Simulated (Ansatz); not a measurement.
System: CsH3.

The calculation's input:

```
crystal:
  lattice:
    - [-1.8879141014, 1.8879141014, 5.2360959261]
    - [1.8879141014, -1.8879141014, 5.2360959261]
    - [1.8879141014, 1.8879141014, -5.2360959261]
  atoms:
    - { symbol: Cs, position: [0.0, 0.0, 0.0] }
    - { symbol: H, position: [0.5, 0.5, 0.0] }
    - { symbol: H, position: [0.75, 0.25, 0.5] }
    - { symbol: H, position: [0.25, 0.75, 0.5] }
basis:
  ecutwfc: 420
kpoints:
  mp_grid: { grid: [18, 18, 18] }
hamiltonian:
  xc: pbe
scf:
  occupations: { method: gaussian, width: 0.1 }
output:
  forces: true
  stress: true
  eigenvalues: true
  write_density: true
  write_potential: true
  elf: true
  volumetric_format: npy
relax:
  adjacent_minimum: "off"
  f_tol: 0.01
  max_steps: 80
  cell: { stress_tol: 0.05 }
```

Run with:

```sh
ansatz run input.yaml --threads 1 --pin off --max-ram 2048MiB --backend cpu --events-out ev --progress --plain --runs-dir out
```

Below, planes, directions and counts refer to the conventional cell (a = 3.78 Å, b = 3.78 Å, c = 10.46 Å, α = 90.00°, β = 90.00°, γ = 90.00°).

The fields are those of the run's last geometry, not of the input's.

Space group I4/mmm; a structure generated by program, which may or may not match a known phase.

Computed with DFT PBE, scalar-relativistic, plane waves, PAW (Ansatz 0.2.0).

### What can the converged valence pseudo-density and electron localisation function tell about the bonding?

Cs–H (2.67 Å): ρ is about 0.26 e/Å³ halfway; the ELF climbs to about 1 towards the hydrogen.

### Metal or insulator at this level of theory?

It is gapless in this calculation (a metal or semimetal).

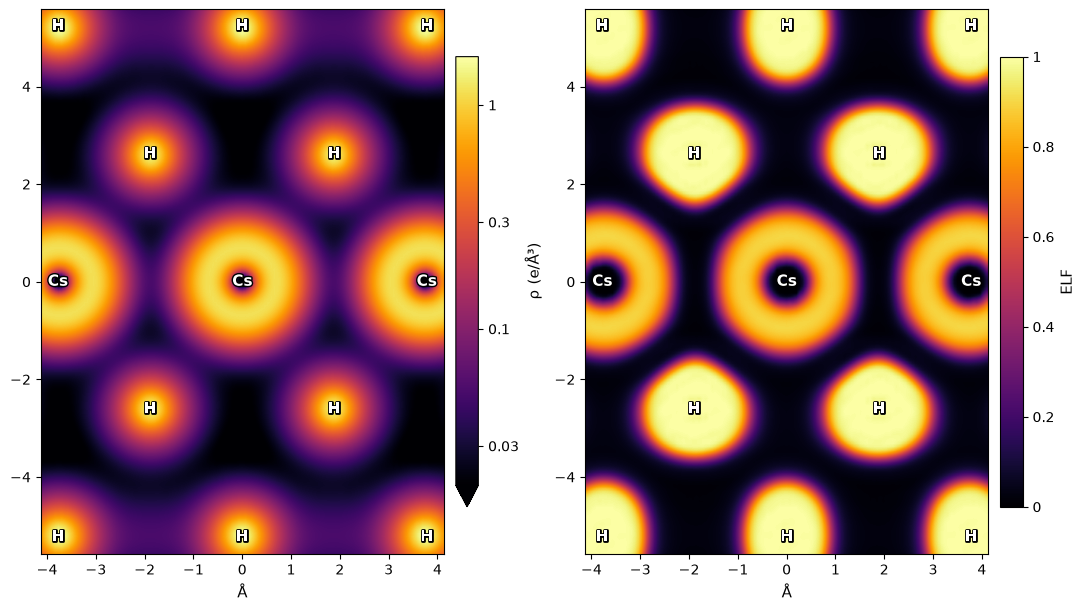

Computed valence pseudo-density and electron localisation function on the (010) plane of the conventional cell, in this order. 

Core electrons are frozen (PAW), and the valence fields are smoothed inside the atomic spheres.
